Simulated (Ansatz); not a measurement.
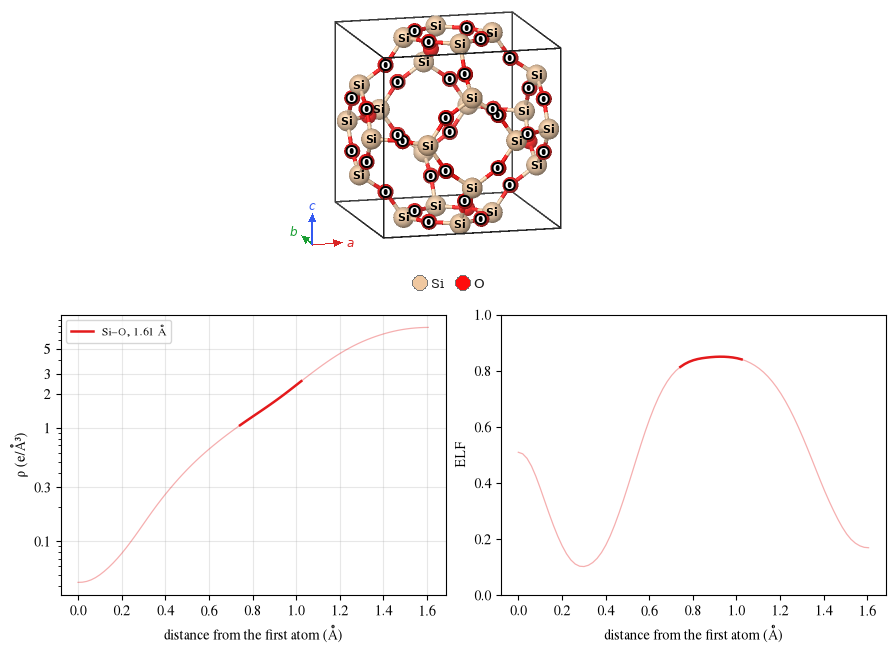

SiO2. Valence charge density (pseudo) and ELF along straight lines between neighbouring atoms. Thin, pale parts lie inside the atomic spheres. The structure is drawn too.

Space group Im-3m; a structure from a database of computed crystals, not necessarily the ambient phase.

All numbers below come from DFT, r2SCAN, plane-wave PAW, default files, scalar-relativistic in Ansatz.

Core electrons are frozen (PAW), and the valence fields are smoothed inside the atomic spheres.

The calculation's input:

```
crystal:
  lattice:
    - [-4.469619345, 4.469619345, 4.469619345]
    - [4.469619345, -4.469619345, 4.469619345]
    - [4.469619345, 4.469619345, -4.469619345]
  atoms:
    - { symbol: Si, position: [0.5, 0.25, 0.75] }
    - { symbol: Si, position: [0.5, 0.75, 0.25] }
    - { symbol: Si, position: [0.25, 0.75, 0.5] }
    - { symbol: Si, position: [0.75, 0.25, 0.5] }
    - { symbol: Si, position: [0.25, 0.5, 0.75] }
    - { symbol: Si, position: [0.75, 0.5, 0.25] }
    - { symbol: O, position: [0.35252394, 0.0, 0.64747606] }
    - { symbol: O, position: [0.64747606, 0.64747606, 0.29495212] }
    - { symbol: O, position: [0.35252394, 0.64747606, 0.0] }
    - { symbol: O, position: [0.35252394, 0.70504788, 0.35252394] }
    - { symbol: O, position: [0.64747606, 0.29495212, 0.64747606] }
    - { symbol: O, position: [0.0, 0.35252394, 0.64747606] }
    - { symbol: O, position: [0.70504788, 0.35252394, 0.35252394] }
    - { symbol: O, position: [0.64747606, 0.35252394, 0.0] }
    - { symbol: O, position: [0.0, 0.64747606, 0.35252394] }
    - { symbol: O, position: [0.29495212, 0.64747606, 0.64747606] }
    - { symbol: O, position: [0.35252394, 0.35252394, 0.70504788] }
    - { symbol: O, position: [0.64747606, 0.0, 0.35252394] }
kpoints:
  mp_grid: { grid: [4, 4, 4] }
scf:
  occupations: { method: fermi_dirac, width: 0.02 }
hamiltonian:
  xc: r2scan
  pseudopotentials: { kind: paw }
output:
  forces: true
  stress: true
  populations: true
  efg: { quadrupole_moments_barn: { O: -0.02558 }, contact_densities: true }
  write_density: true
  write_potential: true
  elf: true
  volumetric_format: npy
```

Command:

```sh
ansatz run input.yaml --threads 1 --pin off --max-ram 2560MiB --backend cpu --events-out ev --progress --plain --runs-dir out
```

Below, planes, directions and counts refer to the conventional cell (a = 8.94 Å, b = 8.94 Å, c = 8.94 Å, α = 90.00°, β = 90.00°, γ = 90.00°).

Q: What can be read from the curves?

A: Si–O (1.61 Å): ρ is about 1.3 e/Å³ halfway; the ELF peaks at about 0.85 between the atoms, as expected for a polar covalent bond.
